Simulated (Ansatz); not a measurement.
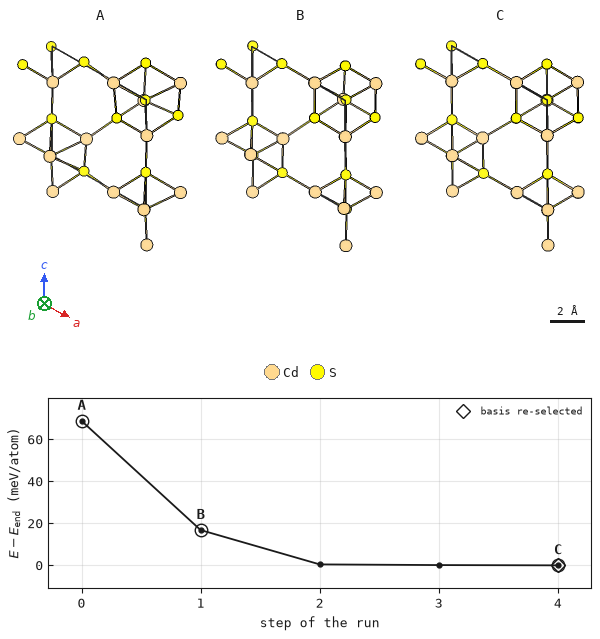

Frames of a relaxation of a crystal of CdS (a generated structure, set up in P1) (coarse preliminary run), marked on the history of the run. Style: ball-and-stick. Shown: the cell of the calculation, reduced to other axes, along the b axis. Lengths and directions refer to the drawn axes.

These are results of DFT PBE, scalar-relativistic, plane waves, PAW (Ansatz 0.2.0), not measurements. Set-up: plane-wave cutoff 420 eV; k-point mesh 2 × 2 × 2; occupations gaussian; smearing width 0.1 eV; no spin polarisation; cell and atoms relaxed; force threshold 0.025 eV/Å; at most 60 steps.

Q: What happens along the run?

A: After 3 accepted moves (4 points after the start) the energy has fallen by 68.9 meV per atom. Largest force component: 1.2 eV/Å at the start, 0.016 eV/Å at the end. The pressure goes from 1.55 to −0.04 GPa. The SCF was repeated once at an unchanged geometry on a basis and grid sized afresh for the cell, which shifted the energy by 0.1 meV per atom at most. The largest move relative to the cell is that of a Cd atom, 0.26 Å roughly along [−3 −1 0]. By element the largest moves are Cd 0.26 Å, S 0.15 Å. The drawn cell changes as follows: a 6.902 → 7.001 Å (+1.4 %), b 6.939 → 7.002 Å (+0.9 %), c 6.957 → 7.005 Å (+0.7 %), α 109.2° → 109.6°, β 109.2° → 109.5°, γ 109.6° → 109.4°; the volume changes by +2.5 %. Among the contacts that change: Cd–S 2.831 → 2.619 Å, Cd–S 2.414 → 2.617 Å, Cd–S 2.805 → 2.620 Å, Cd–S 2.303 → 2.465 Å. Bond angles that change, for instance: S–Cd–S 134.4° → 124.4°, Cd–S–Cd 98.2° → 89.0°, S–Cd–S 132.9° → 124.4°. The space group (tolerance 0.01 Å) goes from P1 (No. 1) to I-42m (No. 121). From step 0 to 1: a Cd atom moves most (0.19 Å), volume −1.4 %, energy −52.0 meV per atom. From step 1 to 4: a Cd atom moves most (0.13 Å), volume +4.0 %, energy −16.8 meV per atom.
